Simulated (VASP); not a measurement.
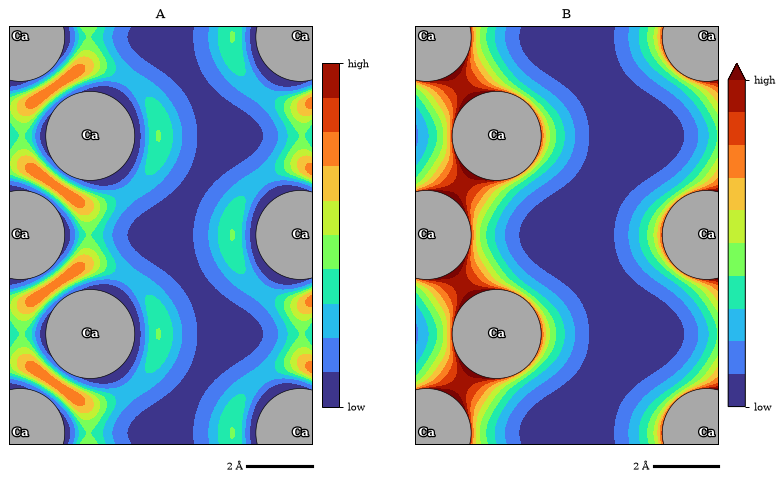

Ca: 2 fields on the (011) plane of the conventional cell, with unlabelled colour scales. Grey discs cover the atomic cores.

Space group Fd-3m; a generated structure, not necessarily the stable one; changed on purpose from its base cell (volume × 1.0).

The calculation used Kohn-Sham DFT of a periodic cell, revPBE, VASP PAW PBE potentials, recommended (VASP 6.6.1).

### Which field does each panel show? The fields are: electron localisation function and valence pseudo-density.

Panel A: electron localisation function. Panel B: valence pseudo-density. From the grid: Ca–Ca (3.78 Å): the density is about 0.07 e/Å³ at the midpoint; the ELF peaks at about 0.75 between the atoms.
